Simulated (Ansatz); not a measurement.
## Geometry relaxation of NiSi (part 2 of 2)

The same run, continued: NiSi (Pm-3m, 2 atoms in the cell); DFT, PBE, PAW with Ansatz's default frozen-core files, scalar-relativistic, no spin polarisation (Ansatz 0.2.0); cutoff 420 eV, 14×14×14 k-mesh, Fermi–Dirac smearing of 0.05 eV. The structure was built on a prototype by a generator; it need not be a known phase. Its volume is 0.87 times that of the source entry. It belongs to a series of runs on one base structure; here: CsCl relaxed under pressure, PAW files.

Geometry of the input (Å; fractional positions):
```
2.8541  0.0000  0.0000
0.0000  2.8541  0.0000
0.0000  0.0000  2.8541
Ni 0.0000  0.0000  0.0000
Si 0.5000  0.5000  0.5000
```

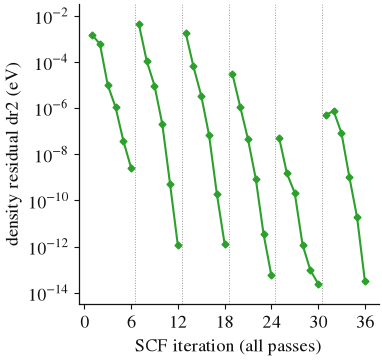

**Figure 1.** Convergence of the self-consistent field: density residual dr2 against the SCF iteration. The dotted lines part the SCF passes of the relaxation: geometry steps, rejected trials and re-solves on a re-selected basis. The 6 passes take 6 iterations each, 36 in all.

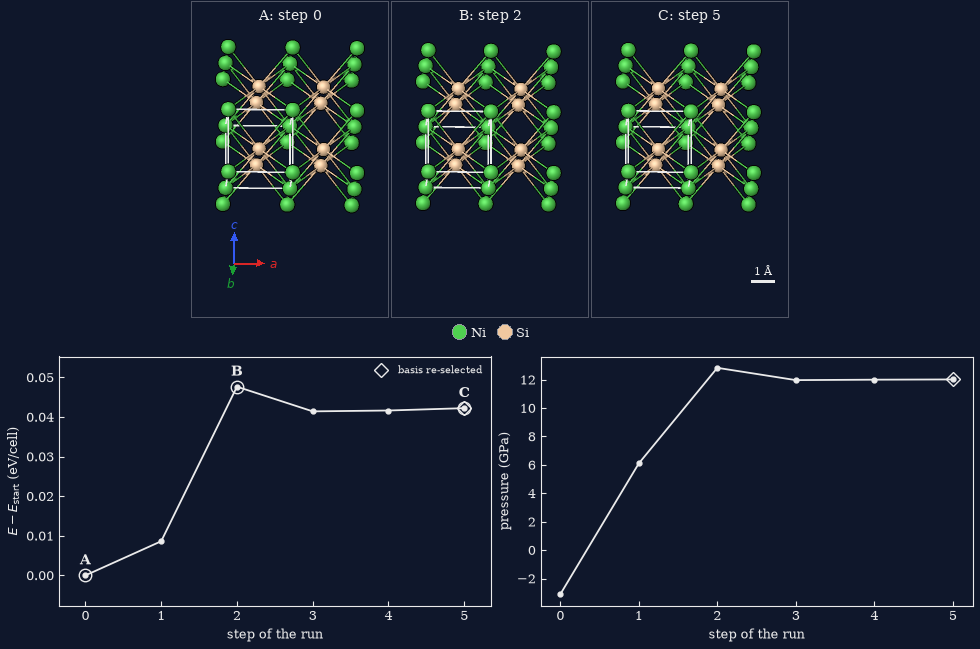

**Figure 2.** Frames of the relaxation (ball-and-stick view of the cell of the calculation, repeated 2 × 2 × 2, seen at an oblique angle) above the curves, on which the letters mark them (the first geometry is step 0 here and step 1 in the log).

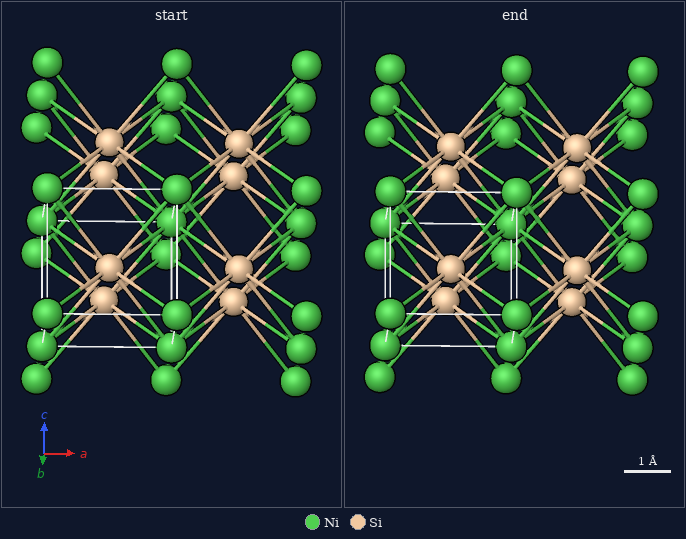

**Figure 3.** Before (left) and after (right) the relaxation, at one scale (ball-and-stick view of the cell of the calculation, repeated 2 × 2 × 2, seen at an oblique angle). No atom moves by more than 0.005 Å relative to the cell. The volume changes by −7.4 %, with a = b = c 2.854 → 2.782 Å (−2.5 %). Distances before and after: Ni1–Si2 2.472 → 2.409 Å. The space group stays Pm-3m (No. 221). The energy rises by 41.6 meV per cell of the calculation in 4 geometry steps. All forces vanish by symmetry, so only the cell relaxes. The pressure goes from −3.11 to 12.02 GPa. A last SCF at the same geometry on a re-selected plane-wave basis shifts the energy by +0.6 meV per cell of the calculation. (Atoms are counted from 1 in the order of the input.)

```
basis re-selected at this cell: Δ(F+E_penalty+E_count) = +5.945e-4 eV, ΔP = +0.017 GPa vs the last step (what re-selecting the basis moved, of the pressure what is left beyond the Pulay correction that the steps carried, after the strain that the cell walked since its last selection, with what the two solves' SCF thresholds leave and, on support functions, any second-order correction that the steps lacked; it is no measure of the basis error at this ecutwfc). This SCF's stress stands 1.66e-2 GPa from its target on what of the cell is left free (relax.cell.stress_tol is 3.00e-2 GPa) and its largest allowed force component is 7.40e-32 eV/Å (relax.f_tol is 5.00e-3 eV/Å): within both
SCF converged after 6 iterations
Free energy (F): -6476.040444 eV
Harris-Foulkes:  -6476.040444 eV  (|F-HF|=9.09e-13)
Internal energy: -6476.036719 eV  (E = F + TS)
E sigma→0 (E₀):  -6476.038581 eV
Entropy (-TS):   -0.003725 eV (-1.862 meV/atom)
Fermi energy:    17.801554 eV
--- Per-component energies (eV) ---
  E_band       = -272.122900
  E_kinetic    = 331.488396
  E_local      = -4198.469721  (includes V_loc(G=0)·N_el)
  E_nonlocal   = 662.145217
  E_hartree    = 1812.651978
  E_xc         = -143.356830
  E_vxc        = -160.716333  (∫ρ·V_xc dr)
  E_paw        = -2144.659130  (= ΣΔE_a)
  E_vpaw       = -531.874905  (= ΣTr[D̂ρ^β])
  E_aug_tail   = 0.000501  (compensation charges beyond the density's cutoff)
  E_ewald      = -2795.837130
  E_smearing   = -0.003725  (= −TS)
  E_closure    = -0.000000  (closes the sum)
  Σ components = -6476.040444   (vs F -6476.040444, Δ=0.00e0)
--- Forces (eV/Å), atoms counted from 1 ---
  atom   1  Ni    -0.00000000     0.00000000    -0.00000000
  atom   2  Si     0.00000000    -0.00000000     0.00000000
  max |Σ_I F_I| component: 1.48e-31 eV/Å
--- Stress (GPa, compression-positive) ---
       12.016639       0.000000       0.000000
        0.000000      12.016639       0.000000
        0.000000       0.000000      12.016639
  P = ⅓ Tr σ = 12.0166 GPa (120.166 kbar)
--- Band table (eV; the first three rows and the last of 120) ---
  k-point 0: bands = ["-86.5628", "-46.9661", "-46.9661", "-46.9661", "2.9826", "13.1418", "13.1418", "15.1988", "15.1988", "15.1988", "20.2377", "20.2377", "20.2377", "24.5048", "24.5048"]
  k-point 1: bands = ["-86.5627", "-46.9679", "-46.9660", "-46.9660", "3.0806", "13.0977", "13.1714", "15.1293", "15.1293", "15.2049", "19.5047", "20.3933", "20.3933", "24.4896", "25.1660"]
  k-point 2: bands = ["-86.5623", "-46.9729", "-46.9656", "-46.9656", "3.3730", "12.9099", "13.2557", "14.9488", "14.9488", "15.2220", "18.1746", "20.8334", "20.8334", "24.4448", "26.2070"]
  k-point 119: bands = ["-86.5555", "-46.9951", "-46.9951", "-46.9951", "11.3335", "11.3335", "11.3335", "15.7673", "15.9168", "15.9168", "18.3392", "18.3392", "18.3392", "20.1528", "20.1528"]
--- Relaxed structure (5 steps of the walk, 5 accepted, 1 SCFs on fresh bases) ---
  F+E_penalty+E_count = -6476.04044379 eV   max|allowed force component| = 7.396e-32 eV/Å   (the final SCF, on the basis selected at the relaxed cell)
  cell:  # Å, volume = 21.5226 Å³
    - [2.7816212506845233, 9.30866139787164e-34, -4.49383653690355e-34]
    - [-9.950638046000719e-34, 2.7816212506845233, 0.0]
    - [4.493836536903551e-34, 0.0, 2.7816212506845233]
  atoms:
    - { symbol: Ni, position: [5.623293036331748e-36, 7.029116295413249e-37, -7.0291162954142475e-37] }
    - { symbol: Si, position: [0.5, 0.5, 0.5] }
```

**Trajectory as extended XYZ (Å, eV, eV/Å), 6 frames, from step=1 to step=6**
```
2
Lattice="2.8541 0.0000 0.0000 0.0000 2.8541 0.0000 0.0000 0.0000 2.8541" Properties=species:S:1:pos:R:3:forces:R:3 step=1 energy=-6476.08268 pressure_GPa=-3.11
Ni    0.0000    0.0000    0.0000    0.0000   0.0000   0.0000
Si    1.4270    1.4270    1.4270    0.0000   0.0000   0.0000
2
Lattice="2.8069 0.0000 0.0000 0.0000 2.8069 0.0000 0.0000 0.0000 2.8069" Properties=species:S:1:pos:R:3:forces:R:3 step=2 energy=-6476.07405 pressure_GPa=6.11
Ni    0.0000    0.0000    0.0000    0.0000   0.0000   0.0000
Si    1.4034    1.4034    1.4034    0.0000   0.0000   0.0000
2
Lattice="2.7783 0.0000 0.0000 0.0000 2.7783 0.0000 0.0000 0.0000 2.7783" Properties=species:S:1:pos:R:3:forces:R:3 step=3 energy=-6476.03502 pressure_GPa=12.83
Ni    0.0000    0.0000    0.0000    0.0000   0.0000   0.0000
Si    1.3891    1.3891    1.3891    0.0000   0.0000   0.0000
2
Lattice="2.7817 0.0000 0.0000 0.0000 2.7817 0.0000 0.0000 0.0000 2.7817" Properties=species:S:1:pos:R:3:forces:R:3 step=4 energy=-6476.04125 pressure_GPa=11.97
Ni    0.0000    0.0000    0.0000    0.0000   0.0000   0.0000
Si    1.3909    1.3909    1.3909    0.0000   0.0000   0.0000
2
Lattice="2.7816 0.0000 0.0000 0.0000 2.7816 0.0000 0.0000 0.0000 2.7816" Properties=species:S:1:pos:R:3:forces:R:3 step=5 energy=-6476.04104 pressure_GPa=12.00
Ni    0.0000    0.0000    0.0000    0.0000   0.0000   0.0000
Si    1.3908    1.3908    1.3908    0.0000   0.0000   0.0000
2
Lattice="2.7816 0.0000 0.0000 0.0000 2.7816 0.0000 0.0000 0.0000 2.7816" Properties=species:S:1:pos:R:3:forces:R:3 step=6 energy=-6476.04044 pressure_GPa=12.02
Ni    0.0000    0.0000    0.0000    0.0000   0.0000   0.0000
Si    1.3908    1.3908    1.3908    0.0000   0.0000   0.0000
```

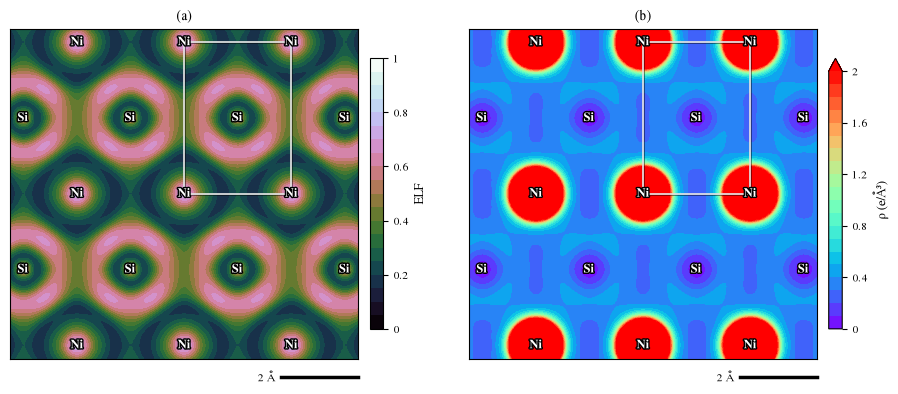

**Figure 4.** (a) electron localisation function; (b) valence electron density on the (110) plane of the conventional cell. Atoms in the plane: Ni and Si. Si–Ni (2.41 Å): ρ is about 0.4 e/Å³ halfway; the ELF is about 0.45 at the midpoint. Away from the nuclei the density in this plane falls to 0.26 e/Å³ at its lowest. The strong features right at Ni lie inside the PAW spheres (semicore, d or f shells) and say nothing about bonding. Core electrons are frozen (PAW), so the fields are smoothed inside the atomic spheres.

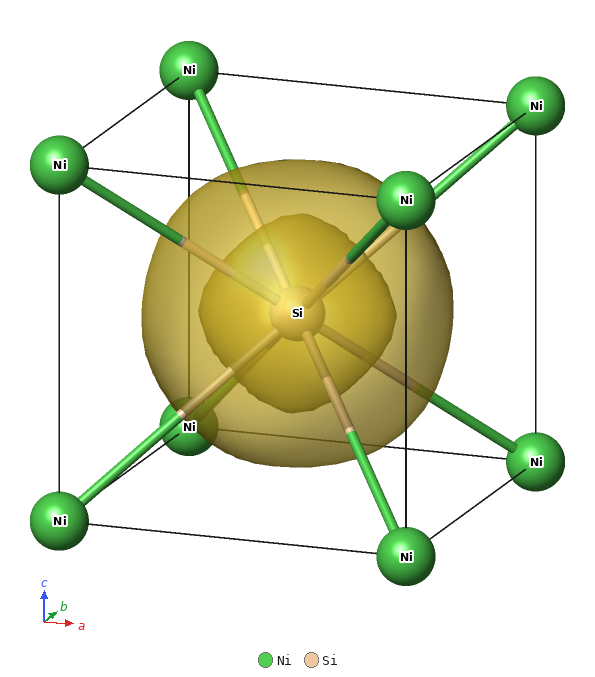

**Figure 5.** Isosurface of the ELF at 0.5 (yellow), seen slightly off an axis. Only the valence region is drawn (cores and ρ < 0.01 e/Å³ removed). Sticks mark near contacts. The outline is the cell set on symmetry axes. Values along the shortest contacts: Si–Ni (2.41 Å): the ELF is about 0.45 at the midpoint.

**Key numbers**

```tsv
quantity	value
outcome	converged
space group (tolerance 0.01 Å)	Pm-3m (221)
electrons treated	22
free energy	−6476.0404 eV
Fermi energy	17.802 eV
pressure	12.02 GPa
final volume	21.52 Å³
largest force (length of the vector) at the end	under 0.001 eV/Å
final cell	a = 2.782 Å, b = 2.782 Å, c = 2.782 Å, α = 90.00°, β = 90.00°, γ = 90.00°
wall time	5.8 s
peak memory	0.38 GiB
```

**Remarks**

The run has no spin polarisation, so a magnetic state may lie lower. The cell was relaxed to the target pressure of the input; what is minimised is then the enthalpy E + pV.
